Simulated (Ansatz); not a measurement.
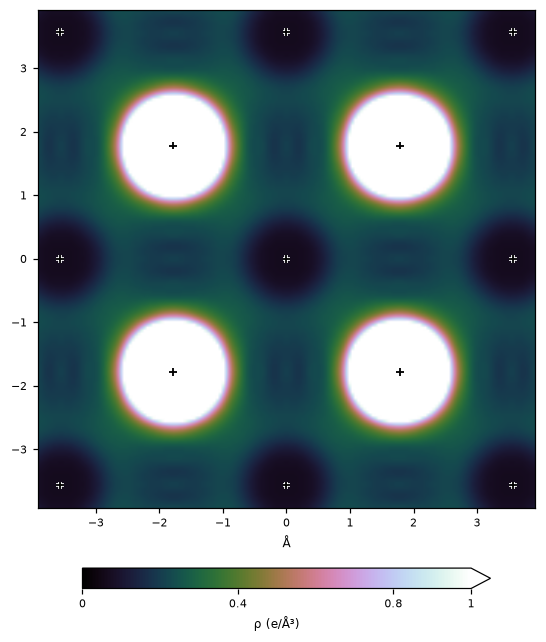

The valence charge density (pseudo) on a plane through atoms (crosses mark nuclei in the plane).

The calculation used Ansatz, DFT PBE, scalar-relativistic, plane waves, PAW.

Candidates:
A. NbAs, a = 3.45 Å, b = 3.45 Å, c = 11.58 Å, α = 90.00°, β = 90.00°, γ = 90.00°. Space group I4₁md; changed on purpose from its base cell (volume × 0.97, shape and atoms relaxed); computed pressure about 5 GPa in this cell.
B. AlNi3, a = 3.57 Å, b = 3.57 Å, c = 3.57 Å, α = 90.00°, β = 90.00°, γ = 90.00°. Space group Pm-3m; a structure from a database of computed crystals, not necessarily the ambient phase; spin-polarised.

Question: Which system is this?

Answer: Candidate B: AlNi3 on the (001) plane of the conventional cell, which holds Al and Ni. Al–Ni (2.52 Å): ρ is about 0.29 e/Å³ halfway.
